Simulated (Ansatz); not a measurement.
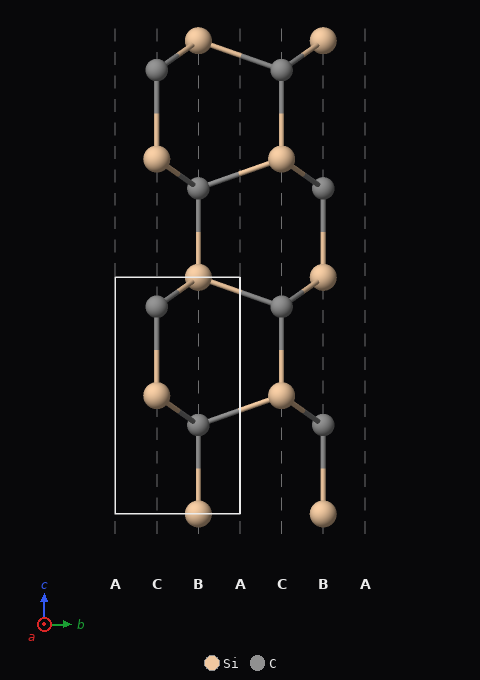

Projection along an edge of the hexagonal mesh, stacking direction c upwards. The dashed lines mark the three columns A (0, 0), B (1/3, 2/3) and C (2/3, 1/3). The sequence starts with the first layer at or above the cell's origin.

The compound is SiC (space group P6_3mc, No. 186), taken as the geometry relaxed with DFT PBE, scalar-relativistic, plane waves, PAW (Ansatz); the starting structure was generated, so it need not be a known form of this composition.

**Give the sequence of layers in one repeat, with element and column.**

Si(B) – C(B) – Si(C) – C(C) (four layers in 5.07 Å).

Heights of the layers:

```tsv
layer	atoms (column)	height (Å)	to next (Å)
1	Si(B)	0.00	1.90
2	C(B)	1.90	0.63
3	Si(C)	2.54	1.91
4	C(C)	4.44	0.63
```
